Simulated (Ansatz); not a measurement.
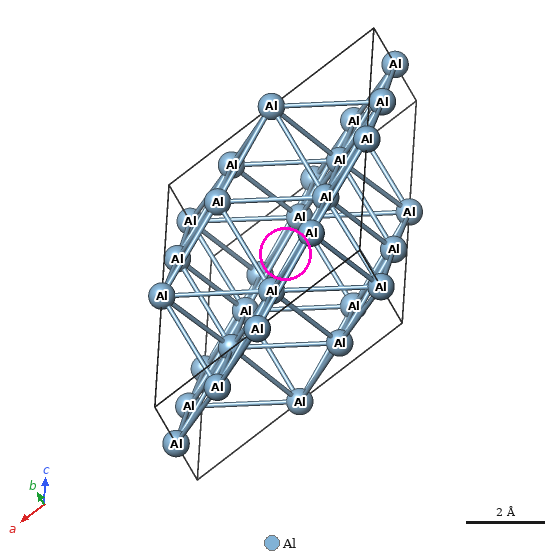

Drawn in the ball-and-stick manner and seen from a general direction. Atoms at the boundary of the supercell (the box) are drawn once for each face, edge or corner they touch. The host is Al, in a cell of 16 sites, and the cell is neutral. A ring marks the defect's site.

Which defect is modelled here, and what are its neighbours?

An aluminium vacancy. Around the empty site lie twelve Al at about 2.8 Å.

The atoms were relaxed in the host's cell with DFT PBE, scalar-relativistic, plane waves, PAW in Ansatz 0.2.0.
